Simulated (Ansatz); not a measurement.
Input structure:

```
Hf N
1.0
     3.16841    0.00000    0.00000
    -1.58421    2.74393    0.00000
     0.00000    0.00000   22.93455
Hf N
9 6
Direct
  0.00000 0.00000 0.77868
  0.33333 0.66667 0.88799
  0.00000 0.00000 0.00000
  0.66667 0.33333 0.11201
  0.00000 0.00000 0.22132
  0.66667 0.33333 0.33333
  0.33333 0.66667 0.44534
  0.66667 0.33333 0.55466
  0.33333 0.66667 0.66667
  0.66667 0.33333 0.94420
  0.66667 0.33333 0.72247
  0.33333 0.66667 0.27753
  0.33333 0.66667 0.05580
  0.00000 0.00000 0.61086
  0.00000 0.00000 0.38914
```

> Characterise the structure given above.

The solid is Hf$_{3}$N$_{2}$. Its lattice is rhombohedral (trigonal R), its space group R-3m (No. 166). The cell comprises 3 formula units: 9 Hf, 6 N.

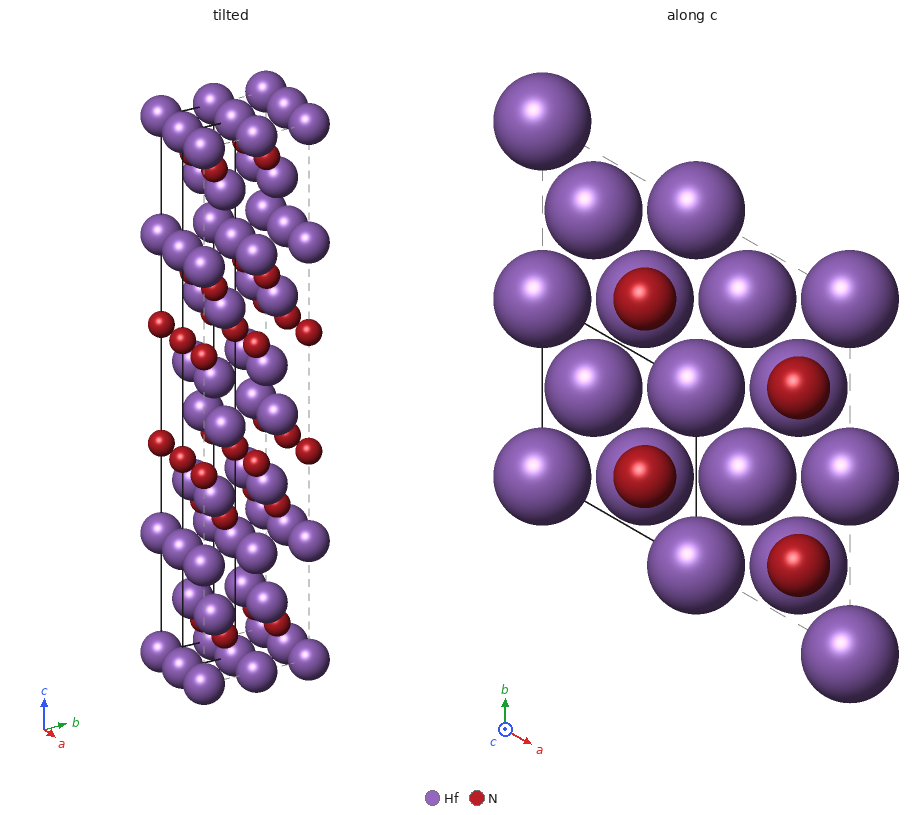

A spheres-only picture of a crystal structure, seen slightly off an axis and along the c axis. The structure is repeated 2×2×1 times; solid lines mark one conventional unit cell. Colours: hafnium purple, nitrogen red.

The structure comes from a structure listed in the Materials Project. What is shown is the relaxed result from Ansatz, DFT LDA, scalar-relativistic, plane waves, PAW.
